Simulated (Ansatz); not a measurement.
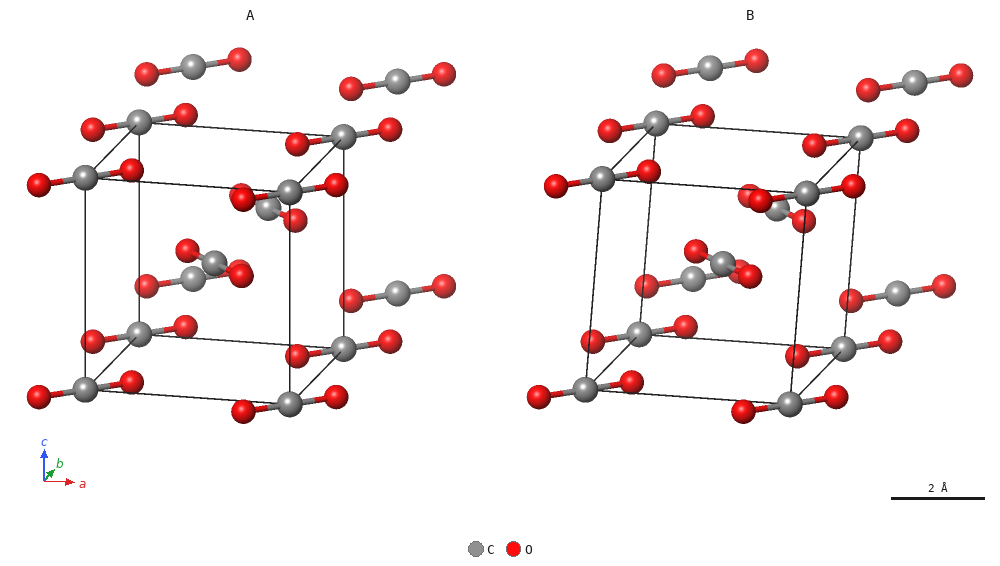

Two geometries of solid CO₂ (set up in P4_2/mnm): one is the relaxed structure, the other was perturbed away from it. The picture is a ball-and-stick view of the cell of the calculation, repeated 1 × 2 × 1 with one cell outlined, seen slightly off an axis.

These are results of Ansatz, DFT PBEsol, scalar-relativistic, plane waves, PAW, not measurements. Set-up: plane-wave cutoff 420 eV; k-point mesh 6 × 6 × 6; occupations gaussian; smearing width 0.02 eV; no spin polarisation.

Question: Which one is perturbed?

Answer: Structure B is the perturbed one. Shear of c along a, +8.0 %, is applied. The cell is then held and the atoms relaxed. The energy changes by less than 1 meV per atom. The gap on the k-mesh stays at 6.59 eV. The drawn cell changes at constant volume: a = b unchanged at 4.595 Å, c 4.785 → 4.800 Å (+0.3 %), β 90.0° → 85.4°. The atoms keep their places relative to the cell (all moves are under 0.005 Å). The space group (tolerance 0.01 Å) goes from P4_2/mnm (No. 136) to P2_1/c (No. 14).
